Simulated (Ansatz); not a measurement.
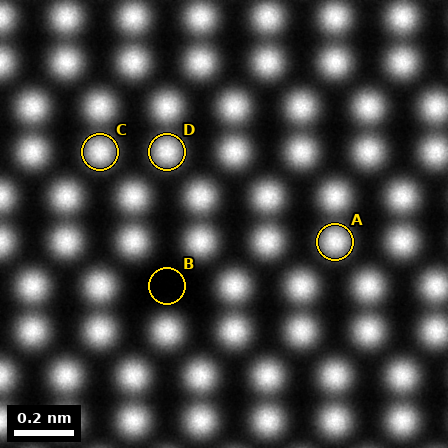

Z-contrast image of Co (I4_1/amd, No. 141) along [111]. Simulated incoherent Z contrast: every atom adds Z^1.7 spread by a probe of 0.89 Å full width; channelling and multiple scattering are left out. The probe carries 15 % of its weight in a tail 2.5 times as wide. Shot noise was added.

The sample is 1 repeat (3.2 Å) thick. One point defect was put into the perfect crystal, without relaxing the atoms around it. Brightness is counted from the darkest point of the image. Host structure: the geometry relaxed with DFT, r2SCAN, plane waves (500 eV) with PAW, scalar-relativistic (Ansatz 0.2.0); the starting structure was generated, so it need not be a known form of this composition.

Q: Which ringed column holds the defect, and does it scatter more or less than its equals?

B; it scatters less. The column holds 1 atom (Co) through the sample, and one Co atom is missing, so its peak vanishes.
